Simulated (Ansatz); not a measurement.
Geometry relaxation of TiO$_{2}$ (part 4 of 4)

The same run, continued: TiO$_{2}$ (slab, 36 atoms in the cell); DFT PBE+D3(BJ), scalar-relativistic, plane waves, PAW, no spin polarisation (Ansatz 0.2.0); cutoff 420 eV, 5×4×1 k-mesh, Gaussian smearing of 0.05 eV. The structure derives from an entry of the Crystallography Open Database. The input holds or restrains some coordinates.

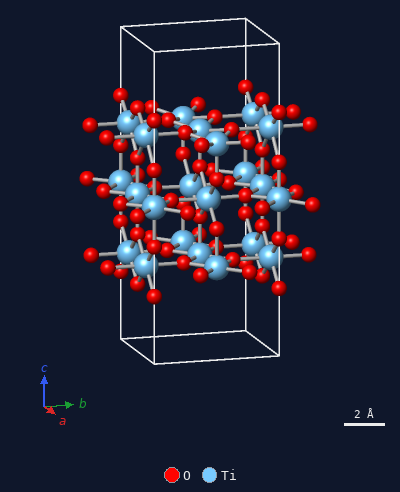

Fig. 1: The geometry at step 7 of the log (ball-and-stick view of the cell of the calculation, with the vacuum cut short, seen slightly off an axis; bonded neighbours outside the cell are drawn too).

Trajectory as extended XYZ, continued:
```
36
Lattice="5.9085 0.0000 0.0000 0.0000 6.5169 0.0000 0.0000 0.0000 26.0666" Properties=species:S:1:pos:R:3:forces:R:3 step=6 energy=-43665.86573
O     0.0000    0.0000    8.5000    0.0000   0.0000   1.8064
O     2.9543    0.0000    8.5000    0.0000   0.0000   1.8064
Ti    0.0000    3.2585    9.7749    0.0000   0.0000   2.4405
Ti    2.9543    3.2585    9.7749    0.0000   0.0000   2.4405
Ti    1.4771    0.0000    9.7749    0.0000   0.0000  -3.0634
Ti    4.4314    0.0000    9.7749    0.0000   0.0000  -3.0634
O     1.4771    1.9836    9.7749    0.0000   1.9926  -0.7644
O     4.4314    1.9836    9.7749    0.0000   1.9926  -0.7644
O     1.4771    4.5333    9.7749    0.0000  -1.9926  -0.7644
O     4.4314    4.5333    9.7749    0.0000  -1.9926  -0.7644
O     0.0000    0.0000   11.0497    0.0000   0.0000   1.5583
O     2.9543    0.0000   11.0497    0.0000   0.0000   1.5583
O     0.0000    3.2585   11.7585    0.0000   0.0000  -1.1672
O     2.9543    3.2585   11.7585    0.0000   0.0000  -1.1672
Ti    0.0000    0.0000   13.0829    0.0000   0.0000  -0.0600
Ti    2.9543    0.0000   13.0829    0.0000   0.0000  -0.0600
Ti    1.4771    3.2585   12.9861    0.0000   0.0000  -0.0674
Ti    4.4314    3.2585   12.9861    0.0000   0.0000  -0.0674
O     1.4771    5.1999   13.0250    0.0000  -0.0015   0.0173
O     4.4314    5.1999   13.0250    0.0000  -0.0015   0.0173
O     1.4771    1.3170   13.0250    0.0000   0.0015   0.0173
O     4.4314    1.3170   13.0250    0.0000   0.0015   0.0173
O     0.0000    3.2585   14.3131    0.0000   0.0000   0.0772
O     2.9543    3.2585   14.3131    0.0000   0.0000   0.0772
O     0.0000    0.0000   14.9785    0.0000   0.0000   0.0662
O     2.9543    0.0000   14.9785    0.0000   0.0000   0.0662
Ti    0.0000    3.2585   16.1395    0.0000   0.0000  -0.0498
Ti    2.9543    3.2585   16.1395    0.0000   0.0000  -0.0498
Ti    1.4771    0.0000   16.4583    0.0000   0.0000  -0.0481
Ti    4.4314    0.0000   16.4583    0.0000   0.0000  -0.0481
O     1.4771    2.0425   16.4568    0.0000   0.0042   0.0066
O     4.4314    2.0425   16.4568    0.0000   0.0042   0.0066
O     1.4771    4.4745   16.4568    0.0000  -0.0042   0.0066
O     4.4314    4.4745   16.4568    0.0000  -0.0042   0.0066
O     0.0000    0.0000   17.5404    0.0000   0.0000  -0.0116
O     2.9543    0.0000   17.5404    0.0000   0.0000  -0.0116
36
Lattice="5.9085 0.0000 0.0000 0.0000 6.5169 0.0000 0.0000 0.0000 26.0666" Properties=species:S:1:pos:R:3:forces:R:3 step=7 energy=-43665.86631
O     0.0000    0.0000    8.5000    0.0000   0.0000   1.8077
O     2.9543    0.0000    8.5000    0.0000   0.0000   1.8077
Ti    0.0000    3.2585    9.7749    0.0000   0.0000   2.4434
Ti    2.9543    3.2585    9.7749    0.0000   0.0000   2.4434
Ti    1.4771    0.0000    9.7749    0.0000   0.0000  -3.0698
Ti    4.4314    0.0000    9.7749    0.0000   0.0000  -3.0698
O     1.4771    1.9836    9.7749    0.0000   1.9911  -0.7646
O     4.4314    1.9836    9.7749    0.0000   1.9911  -0.7646
O     1.4771    4.5333    9.7749    0.0000  -1.9911  -0.7646
O     4.4314    4.5333    9.7749    0.0000  -1.9911  -0.7646
O     0.0000    0.0000   11.0497    0.0000   0.0000   1.5433
O     2.9543    0.0000   11.0497    0.0000   0.0000   1.5433
O     0.0000    3.2585   11.7585    0.0000   0.0000  -1.1966
O     2.9543    3.2585   11.7585    0.0000   0.0000  -1.1966
Ti    0.0000    0.0000   13.0805    0.0000   0.0000  -0.0041
Ti    2.9543    0.0000   13.0805    0.0000   0.0000  -0.0041
Ti    1.4771    3.2585   12.9845    0.0000   0.0000  -0.0007
Ti    4.4314    3.2585   12.9845    0.0000   0.0000  -0.0007
O     1.4771    5.1997   13.0256    0.0000   0.0015  -0.0001
O     4.4314    5.1997   13.0256    0.0000   0.0015  -0.0001
O     1.4771    1.3173   13.0256    0.0000  -0.0015  -0.0001
O     4.4314    1.3173   13.0256    0.0000  -0.0015  -0.0001
O     0.0000    3.2585   14.3134    0.0000   0.0000   0.0018
O     2.9543    3.2585   14.3134    0.0000   0.0000   0.0018
O     0.0000    0.0000   14.9774    0.0000   0.0000  -0.0034
O     2.9543    0.0000   14.9774    0.0000   0.0000  -0.0034
Ti    0.0000    3.2585   16.1380    0.0000   0.0000  -0.0002
Ti    2.9543    3.2585   16.1380    0.0000   0.0000  -0.0002
Ti    1.4771    0.0000   16.4529    0.0000   0.0000   0.0034
Ti    4.4314    0.0000   16.4529    0.0000   0.0000   0.0034
O     1.4771    2.0428   16.4553    0.0000  -0.0032   0.0013
O     4.4314    2.0428   16.4553    0.0000  -0.0032   0.0013
O     1.4771    4.4741   16.4553    0.0000   0.0032   0.0013
O     4.4314    4.4741   16.4553    0.0000   0.0032   0.0013
O     0.0000    0.0000   17.5347    0.0000   0.0000   0.0021
O     2.9543    0.0000   17.5347    0.0000   0.0000   0.0021
```

Summary:

```tsv
quantity	value
outcome	converged under the restraints of the input
electrons treated	288
free energy	−43665.8663 eV
work function, top face	6.42 eV
work function, bottom face	6.48 eV
Fermi energy	−0.267 eV
gap on the k-point mesh	0.96 eV
final volume	1003.71 Å³
work function (upper face)	6.42 eV
largest force (length of the vector) at the end, held atoms and coordinates included	3.070 eV/Å
hardware	8 threads of Intel Xeon (Granite Rapids), 192 GiB of memory available, shared host
wall time	1.8 min (CPU time 14 min)
peak memory	5.9 GiB
```

Notes:

The program warns: the exchange-correlation potential is rough where the density is thin.
